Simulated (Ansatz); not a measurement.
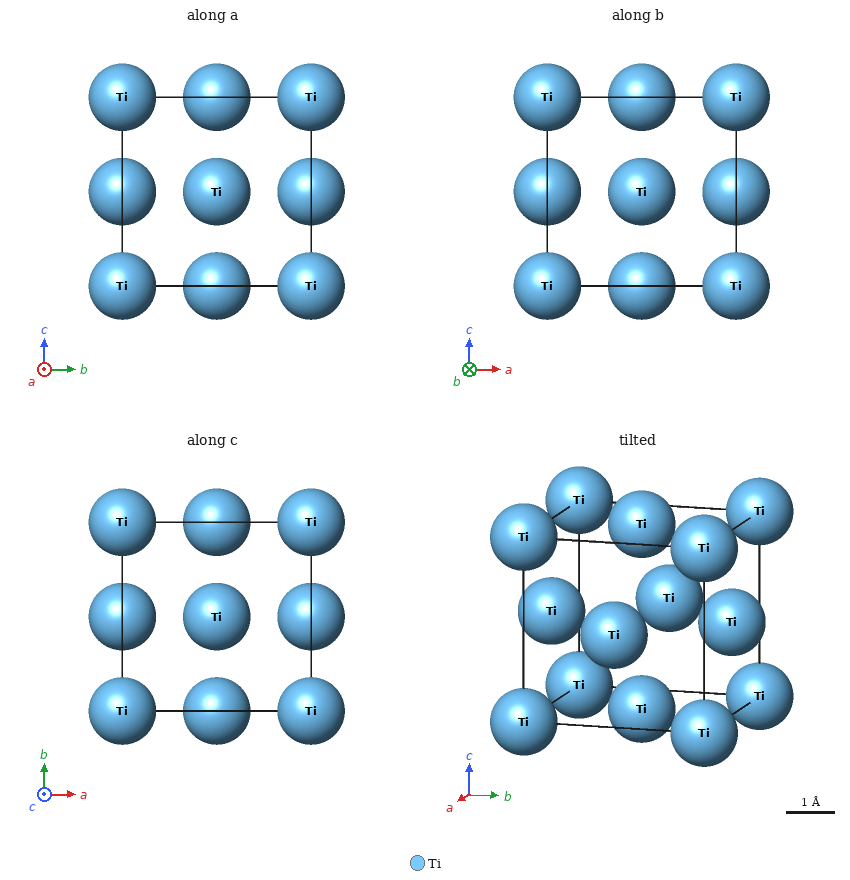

Drawn in the spheres-only manner and seen along the a axis, along the b axis, along the c axis and slightly off an axis. The frame is the conventional unit cell; atoms at its boundary are shown with their periodic copies.

Lattice parameters: a = 3.941 Å, b = 3.941 Å, c = 3.941 Å, α = 90.00°, β = 90.00°, γ = 90.00°. Put a along x and b in the xy plane.

Record the structure as a POSCAR file.

```
Ti
1.0
     3.941    0.000    0.000
     0.000    3.941    0.000
     0.000    0.000    3.941
Ti
4
Direct
  0.0000 0.0000 0.0000
  0.0000 0.5000 0.5000
  0.5000 0.0000 0.5000
  0.5000 0.5000 0.0000
```

The initial geometry was a structure type filled with this element by a generator (whether the element takes this form wasn't checked). Earlier steps of the study may have refined or changed the cell and positions. It was run through Ansatz as a DFT input.

At this level of theory the cell isn't at rest (compressed, at 17 GPa), so its distances can differ from those at equilibrium, the more so the softer the solid.
